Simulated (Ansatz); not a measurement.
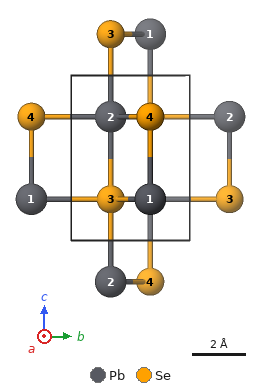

Starting structure of solid PbSe (built on the h-MgO (five-fold) type). The picture is a ball-and-stick view of the cell of the calculation, seen along the a axis.

The calculation used DFT, r2SCAN, plane waves, PAW (Ansatz 0.2.0).

Input file:
```yaml
crystal:
  lattice:
    - [5.2067026455, 0.0, 0.0]
    - [-2.6033513227, 4.509136761, 0.0]
    - [0.0, 0.0, 6.2611014084]
  atoms:
    - { symbol: Pb, position: [0.3333333333, 0.6666666667, 0.25] }
    - { symbol: Pb, position: [0.6666666667, 0.3333333333, 0.75] }
    - { symbol: Se, position: [0.6666666667, 0.3333333333, 0.25] }
    - { symbol: Se, position: [0.3333333333, 0.6666666667, 0.75] }
kpoints:
  mp_grid: { grid: [6, 6, 4] }
hamiltonian:
  xc: r2scan
scf:
  occupations: { method: fermi_dirac, width: 0.02 }
relax:
  f_tol: 0.005
  cell: {}
```

**Predict the outcome.**

After 2 accepted moves (3 points after the start) the energy has fallen by 1.9 meV per atom. All forces vanish by symmetry, so only the cell relaxes. Pressure: −0.78 GPa at the start and −0.01 GPa at the end. The SCF was repeated once at an unchanged geometry on a basis and grid sized afresh for the cell, which shifted the energy by less than 0.05 meV per atom at most. No atom moves by more than 0.005 Å relative to the cell. Cell: a = b 5.207 → 5.174 Å (−0.6 %), c 6.261 → 6.213 Å (−0.8 %). Volume −2.0 %. Near-neighbour distances that change, for instance: Pb1–Se4 3.131 → 3.107 Å, Pb1–Se3 3.006 → 2.987 Å. The space group stays P6_3/mmc (No. 194). The run took about 70 core-seconds on a shared host.

Final geometry:

```xyz
4
Lattice="5.1741 0.0000 0.0000 -2.5871 4.4809 0.0000 0.0000 0.0000 6.2133" Properties=species:S:1:pos:R:3 pbc="T T T"
Pb    0.0000    2.9873    1.5533
Pb    2.5871    1.4936    4.6600
Se    2.5871    1.4936    1.5533
Se    0.0000    2.9873    4.6600
```
